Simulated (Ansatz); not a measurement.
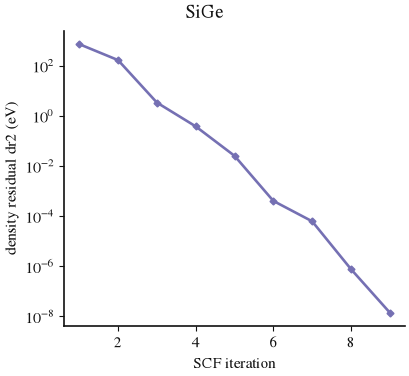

The plot shows the SCF iterations of a calculation: density residual dr2. The starting density is a sum of atomic densities corrected by a trained network.

SiGe (4 atoms in the cell), run with Ansatz.

```
crystal:
  lattice:
    - [2.18116236, 0.0, 0.0]
    - [-1.09058118, 1.88894201, 0.0]
    - [0.0, 0.0, 3.06308708]
  atoms:
    - { symbol: Si, position: [0.6666666667, 0.3333333333, 0.874607] }
    - { symbol: Si, position: [0.3333333333, 0.6666666667, 0.374607] }
    - { symbol: Ge, position: [0.6666666667, 0.3333333333, 0.500392] }
    - { symbol: Ge, position: [0.3333333333, 0.6666666667, 0.000392] }
basis:
  ecutwfc: 420
kpoints:
  mp_grid: { grid: [12, 12, 8] }
hamiltonian:
  xc: lda
scf:
  occupations: { method: gaussian, width: 0.03 }
  max_iter: 80
output:
  forces: true
  eigenvalues: true
  stress: true
```

Command:
```bash
ansatz run input.yaml --threads 1 --pin off --max-ram 2560MiB --backend cpu --events-out ev --progress --plain --runs-dir out
```

### How did this run end?

Converged, in 9 iterations. The residual falls at every step.

### Is anything amiss with this input?

The input holds a fault (a lattice far too small). The SCF closed all the same, which doesn't make the results meaningful for the real system.
